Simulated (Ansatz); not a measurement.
# MoS$_{2}$: geometry relaxation (part 1 of 2)

System: MoS$_{2}$ (3 atoms in the cell).
Method: DFT PBE, scalar-relativistic, plane waves, PAW, PAW set soft_1, no spin polarisation (Ansatz 0.2.0).

The structure derives from an entry of the Crystallography Open Database.

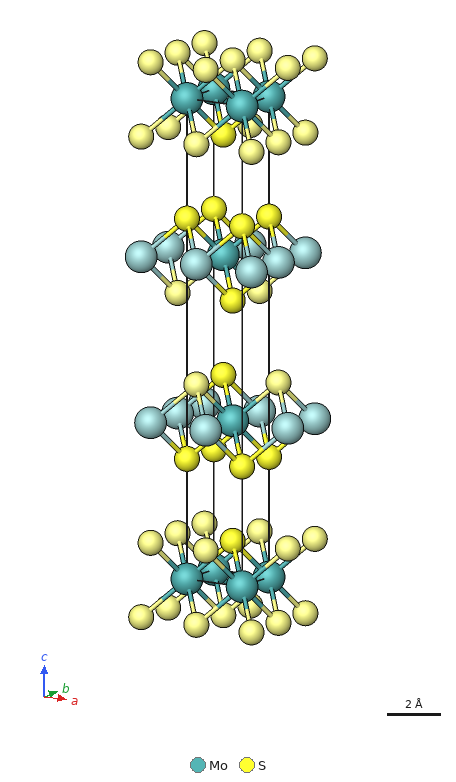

Figure 1. The input geometry (ball-and-stick view of the cell 3 times as large as that of the calculation, set on its symmetry axes, seen slightly off an axis; neighbours outside the cell are drawn fainter). An atom can appear more than once, as a periodic image.

## The input
```yaml
crystal:
  lattice:
    - [1.5855007458, 0.9153892824, 6.115]
    - [-1.5855007458, 0.9153892824, 6.115]
    - [0.0, -1.8307785648, 6.115]
  atoms:
    - { symbol: Mo, position: [0.0, 0.0, 0.0] }
    - { symbol: S, position: [0.75, 0.75, 0.75] }
    - { symbol: S, position: [0.25, 0.25, 0.25] }
basis:
  ecutwfc: 420
kpoints:
  mp_grid: { grid: [9, 9, 9] }
hamiltonian:
  xc: pbe
  pseudopotentials: { kind: paw, azcp: { folder: soft_1 } }
scf:
  occupations: { method: gaussian, width: 0.1 }
output:
  forces: true
  stress: true
  eigenvalues: true
relax:
  adjacent_minimum: "off"
  f_tol: 0.05
  max_steps: 80
  cell: { stress_tol: 0.5 }
```

Hardware: 1 thread of Intel Xeon (Granite Rapids), 32 GiB of memory available, shared host.

Run as:
```bash
ansatz run input.yaml --threads 1 --pin off --max-ram 3072MiB --backend cpu --events-out ev --progress --plain --runs-dir out
```

## What the program printed
```
basis.fft_grid_basis auto: the FFT boxes are laid along the combinations [[1, 0, -1], [0, 1, -1], [0, 0, 1]] of the cell's own vectors, 3.171, 3.171 and 6.383 Å long. The dense box has 24×24×45 points. Along the cell's own vectors, as sized, it would have 45×45×45, 3.52 times as many. Of the 12 symmetry operations that the crystal satisfies within crystal.symmetry.tolerance (time reversal apart; of a slab, those that keep its plane) the dense box along the cell's own vectors carries 12, and the one as laid loses 8 of those. basis.fft_grid_basis: typed keeps the cell's own vectors: state it where this run's energies or levels are differenced outside the engine with another run's, or held beside a run that keeps those vectors.
Engine: ansatz 0.2.0, x86_64-unknown-linux-gnu
Pseudopotentials: kind: paw
Pseudopotential: Mo, paw, valence charge 14, recommended cutoff 420 eV (normal), [file]
Pseudopotential: S, paw, valence charge 6, recommended cutoff 420 eV (normal), [file]
Functional definition: PBE
  parameter kappa = 0.804
  parameter beta = 0.06672455060314922
  exchange = pbe_x(kappa = kappa, mu = beta*pi^2/3)
  correlation = pbe_c(beta = beta)
Crystal: 3 atoms, lattice volume = 53.250 Å³
Basis set: ecut = 420 eV, 1023 PW (Γ), FFT grids on a1−a3, a2−a3, a3, exchange–correlation on 48×48×90 points (8 copies of the dense FFT grid, shifted against one another)
Bands: 17, of which v1, the nominal top of the filled ones, is band 13 counted from 1 (12 counted from 0)
Symmetry: 12 space group operations
Space group: R-3m (ITA 166), of the structure as read, at distance tolerance 3.8e-5 Å
k-points: 85 of 729
Non-local potential: Mo, projectors of the file, l = 0: 3, l = 1: 2, l = 2: 2, l = 3: 1
Non-local potential: S, projectors of the file, l = 0: 2, l = 1: 2, l = 2: 1
PAW form: soft (Blöchl's): semilocal exchange-correlation on the pseudo side does not see the compensation charge
PAW one-centre angular grid: Mo, 590 points (default); XC on 64 Gauss nodes
PAW one-centre angular grid: S, 110 points (default); XC on 64 Gauss nodes
Initial density: superposition of atomic densities (chi_scale 0.1, normalization cell, long waves kept (reshape's long-wave potential 0.07 eV rms))
Initial wavefunctions: pseudopotential atomic-orbital guess
Functional: x = pbe(κ = 0.804, μ = 0.2195149727645171), c = pbe(β = 0.06672455060314922)
SCF iter   1: F=—  HF=-6762.683406 eV  |F-HF|=—  |Δ(HF+E_count)|=         —  Δρ=6.10e-2  dr2=2.47e0  ethr=3.10e-3  ⟨swp⟩=6.3  Hψ=8652  notcnv=0
preconditioner: auto → Kerker (q_TF=auto, 2.421 Å⁻¹)  [metal: Δε(μ)=0.008 eV  Ē_g=8.552 eV  σ=0.100 eV  W_gap=0.05  n_scr=16 (ndim 8)  ℏωp=21.6 eV  f_vac=0.002  D(μ)=1.09/eV (n_scr^D=2)]
SCF iter   2: F=—  HF=-6762.195127 eV  |F-HF|=—  |Δ(HF+E_count)|=   4.88e-1  Δρ=3.54e-2  dr2=8.70e-1  ethr=3.10e-3  ⟨swp⟩=2.8  Hψ=2952  notcnv=0  defer=2
SCF iter   3: F=—  HF=-6761.950416 eV  |F-HF|=—  |Δ(HF+E_count)|=   2.45e-1  Δρ=6.68e-3  dr2=7.74e-2  ethr=3.10e-3  ⟨swp⟩=2.0  Hψ=2410  notcnv=0  defer=2
SCF iter   4: F=—  HF=-6761.943403 eV  |F-HF|=—  |Δ(HF+E_count)|=   7.01e-3  Δρ=2.85e-3  dr2=1.09e-2  ethr=2.98e-4  ⟨swp⟩=1.6  Hψ=2244  notcnv=0  defer=2
SCF iter   5: F=—  HF=-6761.942551 eV  |F-HF|=—  |Δ(HF+E_count)|=   8.51e-4  Δρ=1.50e-3  dr2=1.80e-3  ethr=4.18e-5  ⟨swp⟩=2.8  Hψ=3010  notcnv=0  defer=2
SCF iter   6: F=—  HF=-6761.942601 eV  |F-HF|=—  |Δ(HF+E_count)|=   4.94e-5  Δρ=1.94e-4  dr2=2.49e-5  ethr=6.92e-6  ⟨swp⟩=2.2  Hψ=2128  notcnv=0  defer=2
SCF iter   7: F=—  HF=-6761.942652 eV  |F-HF|=—  |Δ(HF+E_count)|=   5.13e-5  Δρ=5.51e-5  dr2=1.70e-6  ethr=9.59e-8  ⟨swp⟩=2.1  Hψ=2298  notcnv=0  defer=2
SCF iter   8: F=-6761.942656 eV  HF=-6761.942656 eV  |F-HF|=3.41e-8  |Δ(HF+E_count)|=   3.88e-6  Δρ=9.29e-6  dr2=3.79e-8  ethr=3.85e-10  ⟨swp⟩=6.6  Hψ=8966  notcnv=0
SCF 1 converged in 8 iterations: F = -6761.942656 eV  dr2 = 3.79e-8
  greatest PAW one-centre occupation: 0.999 electrons in one spin orbital (limit 2), on the Mo atom at site 0 (counted from 0), in its partial waves of l = 0
relax step   1: F+E_penalty+E_count = -6761.94265607 eV  Δ(F+E_penalty+E_count) = +0.000e0 eV  max|allowed force component| = 9.931e-1 eV/Å  Δτ_max = 0.0000 Å  P = +7.881 GPa  Ω = 53.250 Å³  (8 SCF iters, dr2 threshold 1.00e-7 eV, accepted)
Crystal: 3 atoms, lattice volume = 56.374 Å³
Basis set: ecut = 420 eV, 1125 PW (Γ), FFT grids on a1−a3, a2−a3, a3, exchange–correlation on 48×48×90 points (8 copies of the dense FFT grid, shifted against one another)
Initial density: handed on by an earlier stage of this run
Initial wavefunctions: those handed on with the density
iter 1 solved again at ethr=5.27e-5 eV; its pass at ethr=3.10e-3 eV (dr2=1.37e-2 eV) is discarded
SCF iter   1: F=—  HF=-6762.024093 eV  |F-HF|=—  |Δ(HF+E_count)|=         —  Δρ=3.72e-3  dr2=1.42e-2  ethr=5.27e-5  ⟨swp⟩=1.9  Hψ=9861  notcnv=0
preconditioner: auto → LDOS  [metal: Δε(μ)=0.104 eV  Ē_g=7.763 eV  σ=0.100 eV  W_gap=0.47  n_scr=16 (ndim 8)  ℏωp=21.0 eV  f_vac=0.026  D(μ)=0.89/eV (n_scr^D=2)  β→1.0]
SCF iter   2: F=—  HF=-6762.024330 eV  |F-HF|=—  |Δ(HF+E_count)|=   2.37e-4  Δρ=2.88e-3  dr2=1.49e-2  ethr=5.27e-5  ⟨swp⟩=3.3  Hψ=2640  notcnv=0
SCF iter   3: F=—  HF=-6762.020796 eV  |F-HF|=—  |Δ(HF+E_count)|=   3.53e-3  Δρ=3.95e-4  dr2=2.54e-4  ethr=5.27e-5  ⟨swp⟩=2.0  Hψ=2053  notcnv=0
SCF iter   4: F=—  HF=-6762.020778 eV  |F-HF|=—  |Δ(HF+E_count)|=   1.85e-5  Δρ=1.21e-4  dr2=1.17e-5  ethr=9.77e-7  ⟨swp⟩=2.1  Hψ=2189  notcnv=0
SCF iter   5: F=—  HF=-6762.020779 eV  |F-HF|=—  |Δ(HF+E_count)|=   1.02e-6  Δρ=3.47e-5  dr2=7.47e-7  ethr=4.51e-8  ⟨swp⟩=2.2  Hψ=2301  notcnv=0
SCF iter   6: F=-6762.020779 eV  HF=-6762.020779 eV  |F-HF|=2.84e-8  |Δ(HF+E_count)|=   6.30e-8  Δρ=7.86e-6  dr2=2.99e-8  ethr=1.15e-9  ⟨swp⟩=7.2  Hψ=7335  notcnv=0
SCF 2 converged in 6 iterations: F = -6762.020779 eV  dr2 = 2.99e-8
relax step   2: F+E_penalty+E_count = -6762.02077892 eV  Δ(F+E_penalty+E_count) = -7.812e-2 eV  max|allowed force component| = 1.220e-1 eV/Å  Δτ_max = 0.0009 Å  P = -0.737 GPa  Ω = 56.374 Å³  energy of the carried Pulay correction = -6.053e-4 eV  (6 SCF iters, dr2 threshold 3.00e-7 eV, accepted)
Crystal: 3 atoms, lattice volume = 57.065 Å³
Basis set: ecut = 420 eV, 1155 PW (Γ), FFT grids on a1−a3, a2−a3, a3, exchange–correlation on 48×48×90 points (8 copies of the dense FFT grid, shifted against one another)
iter 1 solved again at ethr=2.76e-5 eV; its pass at ethr=3.10e-3 eV (dr2=7.18e-3 eV) is discarded
SCF iter   1: F=—  HF=-6762.027120 eV  |F-HF|=—  |Δ(HF+E_count)|=         —  Δρ=3.11e-3  dr2=8.74e-3  ethr=2.76e-5  ⟨swp⟩=2.0  Hψ=9915  notcnv=0
preconditioner: auto → LDOS  [metal: Δε(μ)=0.106 eV  Ē_g=7.782 eV  σ=0.100 eV  W_gap=0.46  n_scr=16 (ndim 8)  ℏωp=20.9 eV  f_vac=0.031  D(μ)=0.84/eV (n_scr^D=2)  β→1.0]
SCF iter   2: F=—  HF=-6762.027020 eV  |F-HF|=—  |Δ(HF+E_count)|=   9.99e-5  Δρ=2.51e-3  dr2=8.01e-3  ethr=2.76e-5  ⟨swp⟩=2.0  Hψ=2178  notcnv=0
SCF iter   3: F=—  HF=-6762.025916 eV  |F-HF|=—  |Δ(HF+E_count)|=   1.10e-3  Δρ=3.43e-4  dr2=1.27e-4  ethr=2.76e-5  ⟨swp⟩=2.2  Hψ=1679  notcnv=0
SCF iter   4: F=—  HF=-6762.025958 eV  |F-HF|=—  |Δ(HF+E_count)|=   4.19e-5  Δρ=5.85e-5  dr2=3.14e-6  ethr=4.87e-7  ⟨swp⟩=2.1  Hψ=2024  notcnv=0
SCF iter   5: F=-6762.025957 eV  HF=-6762.025957 eV  |F-HF|=1.42e-7  |Δ(HF+E_count)|=   4.50e-7  Δρ=1.45e-5  dr2=2.53e-7  ethr=1.15e-9  ⟨swp⟩=8.1  Hψ=8040  notcnv=0
SCF 3 converged in 5 iterations: F = -6762.025957 eV  dr2 = 2.53e-7
relax step   3: F+E_penalty+E_count = -6762.02595709 eV  Δ(F+E_penalty+E_count) = -5.178e-3 eV  max|allowed force component| = 1.433e-2 eV/Å  Δτ_max = 0.0290 Å  P = +0.043 GPa  Ω = 57.065 Å³  energy of the carried Pulay correction = -7.345e-4 eV  (5 SCF iters, dr2 threshold 3.00e-7 eV, accepted)
Crystal: 3 atoms, lattice volume = 58.105 Å³
Basis set: ecut = 420 eV, 1163 PW (Γ), FFT grids on a1−a3, a2−a3, a3, exchange–correlation on 48×48×90 points (8 copies of the dense FFT grid, shifted against one another)
iter 1 solved again at ethr=2.41e-5 eV; its pass at ethr=3.10e-3 eV (dr2=6.26e-3 eV) is discarded
SCF iter   1: F=—  HF=-6762.028926 eV  |F-HF|=—  |Δ(HF+E_count)|=         —  Δρ=3.17e-3  dr2=7.65e-3  ethr=2.41e-5  ⟨swp⟩=2.0  Hψ=10261  notcnv=0
preconditioner: auto → LDOS  [metal: Δε(μ)=0.089 eV  Ē_g=7.793 eV  σ=0.100 eV  W_gap=0.42  n_scr=16 (ndim 8)  ℏωp=20.7 eV  f_vac=0.055  D(μ)=0.77/eV (n_scr^D=2)  β→1.0]
SCF iter   2: F=—  HF=-6762.028897 eV  |F-HF|=—  |Δ(HF+E_count)|=   2.97e-5  Δρ=2.53e-3  dr2=7.03e-3  ethr=2.41e-5  ⟨swp⟩=2.0  Hψ=2214  notcnv=0
SCF iter   3: F=—  HF=-6762.027793 eV  |F-HF|=—  |Δ(HF+E_count)|=   1.10e-3  Δρ=4.08e-4  dr2=1.84e-4  ethr=2.41e-5  ⟨swp⟩=2.9  Hψ=2166  notcnv=0
SCF iter   4: F=—  HF=-6762.027779 eV  |F-HF|=—  |Δ(HF+E_count)|=   1.38e-5  Δρ=7.11e-5  dr2=8.28e-6  ethr=7.06e-7  ⟨swp⟩=2.2  Hψ=1857  notcnv=0
SCF iter   5: F=—  HF=-6762.027803 eV  |F-HF|=—  |Δ(HF+E_count)|=   2.35e-5  Δρ=1.66e-5  dr2=2.24e-7  ethr=3.19e-8  ⟨swp⟩=2.1  Hψ=2102  notcnv=0
SCF iter   6: F=—  HF=-6762.027803 eV  |F-HF|=—  |Δ(HF+E_count)|=   3.38e-7  Δρ=3.74e-6  dr2=7.51e-9  ethr=8.61e-10  ⟨swp⟩=2.1  Hψ=2243  notcnv=0
SCF iter   7: F=-6762.027803 eV  HF=-6762.027803 eV  |F-HF|=7.03e-10  |Δ(HF+E_count)|=   1.31e-8  Δρ=8.53e-7  dr2=3.32e-10  ethr=1.15e-11  ⟨swp⟩=6.1  Hψ=5963  notcnv=0
SCF 4 converged in 7 iterations: F = -6762.027803 eV  dr2 = 3.32e-10
relax step   4: F+E_penalty+E_count = -6762.02780291 eV  Δ(F+E_penalty+E_count) = -1.846e-3 eV  max|allowed force component| = 3.821e-2 eV/Å  Δτ_max = 0.0308 Å  P = +0.310 GPa  Ω = 58.105 Å³  energy of the carried Pulay correction = -9.261e-4 eV  (7 SCF iters, accepted)
Crystal: 3 atoms, lattice volume = 58.671 Å³
iter 1 solved again at ethr=6.47e-6 eV; its pass at ethr=3.10e-3 eV (dr2=1.68e-3 eV) is discarded
SCF iter   1: F=—  HF=-6762.028503 eV  |F-HF|=—  |Δ(HF+E_count)|=         —  Δρ=1.54e-3  dr2=1.87e-3  ethr=6.47e-6  ⟨swp⟩=2.0  Hψ=10236  notcnv=0
preconditioner: auto → LDOS  [metal: Δε(μ)=0.102 eV  Ē_g=7.795 eV  σ=0.100 eV  W_gap=0.47  n_scr=16 (ndim 8)  ℏωp=20.6 eV  f_vac=0.069  D(μ)=0.76/eV (n_scr^D=2)  β→1.0]
SCF iter   2: F=—  HF=-6762.028512 eV  |F-HF|=—  |Δ(HF+E_count)|=   8.67e-6  Δρ=1.29e-3  dr2=1.84e-3  ethr=6.47e-6  ⟨swp⟩=2.0  Hψ=2210  notcnv=0
SCF iter   3: F=—  HF=-6762.028222 eV  |F-HF|=—  |Δ(HF+E_count)|=   2.89e-4  Δρ=2.08e-4  dr2=5.07e-5  ethr=6.47e-6  ⟨swp⟩=2.9  Hψ=2194  notcnv=0
SCF iter   4: F=—  HF=-6762.028210 eV  |F-HF|=—  |Δ(HF+E_count)|=   1.28e-5  Δρ=3.94e-5  dr2=2.86e-6  ethr=1.95e-7  ⟨swp⟩=2.3  Hψ=1858  notcnv=0
SCF iter   5: F=—  HF=-6762.028211 eV  |F-HF|=—  |Δ(HF+E_count)|=   9.10e-7  Δρ=8.75e-6  dr2=4.34e-8  ethr=1.10e-8  ⟨swp⟩=2.0  Hψ=2060  notcnv=0
SCF iter   6: F=-6762.028211 eV  HF=-6762.028211 eV  |F-HF|=3.02e-9  |Δ(HF+E_count)|=   2.60e-8  Δρ=1.96e-6  dr2=2.22e-9  ethr=1.15e-11  ⟨swp⟩=4.7  Hψ=7151  notcnv=0
SCF 5 converged in 6 iterations: F = -6762.028211 eV  dr2 = 2.22e-9
relax step   5: F+E_penalty+E_count = -6762.02821059 eV  Δ(F+E_penalty+E_count) = -4.077e-4 eV  max|allowed force component| = 1.432e-2 eV/Å  Δτ_max = 0.0133 Å  P = +0.170 GPa  Ω = 58.671 Å³  energy of the carried Pulay correction = -1.029e-3 eV  (6 SCF iters, accepted)
Basis set: ecut = 420 eV, 1163 PW (Γ), FFT grids on a1−a3, a2−a3, a3, exchange–correlation on 48×48×96 points (8 copies of the dense FFT grid, shifted against one another)
Initial wavefunctions: pseudopotential atomic-orbital guess (no wavefunctions were taken with the density)
iter 1 solved again at ethr=1.71e-6 eV; its pass at ethr=3.10e-3 eV (dr2=4.45e-4 eV) is discarded
```
